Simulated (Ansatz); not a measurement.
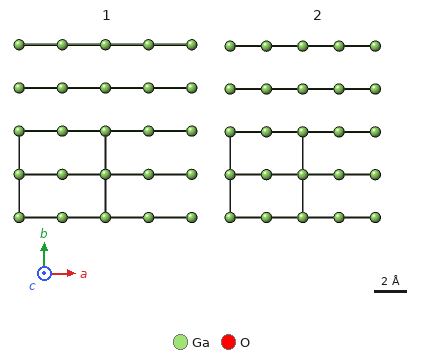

Two geometries of a crystal of Ga2O (a generated structure, set up in Cmmm) (coarse preliminary run), drawn at one scale. One is the start of a relaxation, the other its converged end. The picture is a ball-and-stick view of the conventional cell (2 times the calculation's cell), repeated 2 × 2 × 1 with one cell outlined, seen along the c axis. Lengths and directions refer to the drawn axes.

Method: DFT PBE, scalar-relativistic, plane waves, PAW in Ansatz 0.2.0. Settings: plane-wave cutoff 420 eV; k-point mesh 6 × 6 × 6; occupations gaussian; smearing width 0.1 eV; no spin polarisation; cell and atoms relaxed; force threshold 0.04 eV/Å; at most 70 steps.

Q: Which one is relaxed?

A: Structure 1 is the relaxed one. No atom moves by more than 0.005 Å relative to the cell. The drawn cell changes as follows: a 4.603 → 5.472 Å (+18.9 %), b 5.434 → 5.478 Å (+0.8 %), c 3.559 → 3.783 Å (+6.3 %); the volume changes by +27.4 %. Near-neighbour distances that change, for instance: Ga–Ga 2.301 → 2.736 Å, Ga–O 1.780 → 1.891 Å. The space group (tolerance 0.01 Å) goes from Cmmm (No. 65) to P4/mmm (No. 123). After 6 accepted moves (8 points after the start) the energy has fallen by 0.901 eV per cell of the calculation. All forces vanish by symmetry, so only the cell relaxes. The pressure goes from 24.73 to −0.11 GPa. The SCF was repeated twice at an unchanged geometry on a basis and grid sized afresh for the cell, which shifted the energy by 68.8 meV per cell of the calculation at most. The run took 8.3 s on 1 thread of AMD EPYC 9R45 96-Core Processor (Zen 5) (shared host), peak memory 0.43 GiB.
